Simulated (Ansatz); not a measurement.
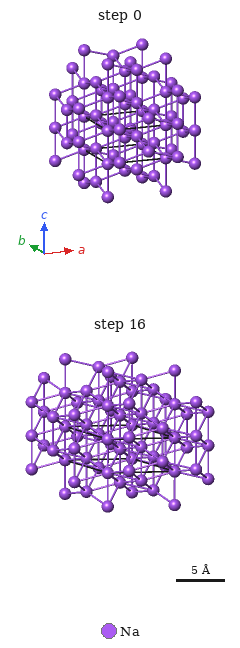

The structure of a crystal of Na (a generated structure, set up in I4_1/amd) before (top) and after (bottom) a relaxation, at one scale.

Style: ball-and-stick. Shown: the conventional cell (2 times the calculation's cell), repeated 1 × 1 × 2 with one cell outlined, slightly off an axis. Lengths and directions refer to the drawn axes.

Phase: beta-Sn type.

Method: DFT, r2SCAN, plane waves (500 eV) with PAW, scalar-relativistic (Ansatz 0.2.0). Settings: plane-wave cutoff 500 eV; k-point mesh 10 × 10 × 7; occupations fermi dirac; smearing width 0.1 eV; no spin polarisation; cell and atoms relaxed; force threshold 0.01 eV/Å; at most 60 steps.

What changed between the two?

Answer. The energy falls by 0.142 eV per cell of the calculation in 14 accepted moves (16 points after the start). The pressure goes from −0.11 to 0.00 GPa. The SCF was repeated twice at an unchanged geometry on a basis and grid sized afresh for the cell, which shifted the energy by 9.1 meV per cell of the calculation at most. The atoms keep their places relative to the cell (all moves are under 0.005 Å). Cell: a = b 6.620 → 7.094 Å (+7.2 %), c 3.614 → 3.659 Å (+1.2 %), α 90.0° → 89.8°, β 90.0° → 89.8°, γ 90.0° → 124.6°. Volume −4.3 %. Among the contacts that change: Na–Na 5.018 → 3.756 Å, Na–Na 5.018 → 3.782 Å, Na–Na 3.431 → 3.663 Å, Na–Na 3.614 → 3.659 Å. Among the angles between lasting bonds that change: Na–Na–Na 94.0° → 126.5°, Na–Na–Na 94.0° → 61.7°. The space group (tolerance 0.01 Å) goes from I4_1/amd (No. 141) to C2/c (No. 15).
